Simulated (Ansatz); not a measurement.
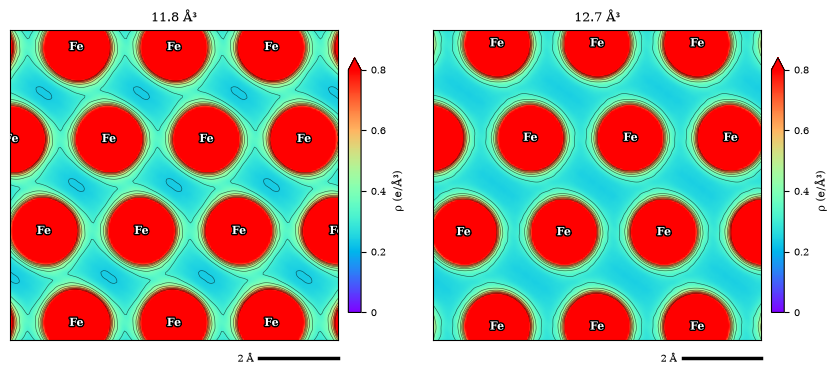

Fe. The valence charge density (pseudo) of cells scaled evenly to different volumes (given per atom above each panel), on the (100) plane of each (indices in the axes of the cell below), at one length scale and on one colour scale.

Spin-polarised.

These are results of Ansatz 0.2.0, Kohn-Sham DFT of a periodic cell, HF, Ansatz PAW, not measurements.

Core electrons are frozen (PAW), and the valence fields are smoothed inside the atomic spheres.

The largest cell:

```cif
data_structure
_symmetry_space_group_name_H-M 'P 1'
_symmetry_Int_Tables_number 1
_cell_length_a 2.5484
_cell_length_b 2.5484
_cell_length_c 2.5484
_cell_angle_alpha 109.471
_cell_angle_beta 109.471
_cell_angle_gamma 109.471
_cell_volume 12.74
loop_
_atom_site_label
_atom_site_type_symbol
_atom_site_fract_x
_atom_site_fract_y
_atom_site_fract_z
_atom_site_occupancy
Fe1 Fe 0.00000 0.00000 0.00000 1
```

| volume (Å³/atom) | Fe–Fe contact in the plane (Å) | ρ at its midpoint (e/Å³) | pressure (GPa) | largest moment (μB) | 
| --- | --- | --- | --- | --- |
| 11.78 | 2.483 | 0.341 | 42.1 | 3.25 | 
| 12.02 | 2.499 | ? | ? | ? | 
| 12.74 | 2.548 | 0.296 | 33.0 | 3.70 | 

### What values belong in the row with question marks?

Over the known rows ln ρ falls by 2.18 per Å of Fe–Fe distance (the line through the two), which gives 0.329 e/Å³ at 2.499 Å; the calculation gives 0.317 e/Å³. For the pressure, a straight line in volume between the neighbouring rows gives 39.8 GPa; the calculation gives 47.2. For the largest moment, a straight line in volume between the neighbouring rows gives 3.36 μB; the calculation gives 3.69.
